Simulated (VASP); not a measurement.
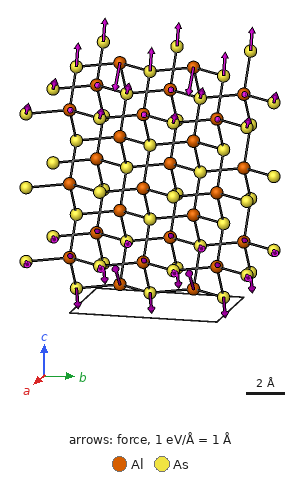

Starting geometry of a slab of composition AlAs with the computed forces as purple arrows. Style: ball-and-stick. Shown: the 1 × 2 repeat of the cell, outlined in the plane, without the vacuum, slightly off an axis.

The run lets the atoms move in a fixed cell.

These are results of Kohn-Sham DFT of a periodic cell, PBEsol, VASP PAW PBE potentials, recommended in VASP, not measurements.

Input
```
  PREC = Accurate
  ENCUT = 520
  EDIFF = 1E-6
  ISMEAR = 0
  SIGMA = 0.05
  LREAL = False
  LASPH = True
  NELM = 80
  ALGO = Normal
  ISIF = 2
  LWAVE = False
  LCHARG = False
  LDIPOL = True
  IDIPOL = 3
  DIPOL = 0.5 0.5 0.500
  GGA = PS
  IBRION = 2
  NSW = 100
  EDIFFG = -0.015
  KPAR = 8
```

Run as
```bash
cat potpaw_PBE.64/Al/POTCAR potpaw_PBE.64/As/POTCAR > POTCAR
mpirun -np 8 vasp_std > vasp.out
```

### Is this structure relaxed? If not, where do the atoms go?

It isn't relaxed: the largest force vector, on Al atoms, is 1.75 eV/Å. The final displacements follow the starting forces only in part (cosine between the two patterns 0.85). After 19 geometry steps the energy has fallen by 1.463 eV per cell of the calculation. Largest force component: 1.3 eV/Å at the start, 0.012 eV/Å at the end. The largest moves relative to the layer's centre, 0.58 Å, are those of Al atoms. By element the largest moves are Al 0.58 Å, As 0.29 Å. The cell stays as it was. Some distances before and after: Al–As 2.451 → 2.489 Å, Al–As 2.451 → 2.424 Å, Al–As 2.451 → 2.456 Å. Among the angles between lasting bonds that change: Al–As–Al 109.5° → 88.2°, Al–As–Al 109.5° → 93.8°, As–Al–As 109.5° → 124.1°.
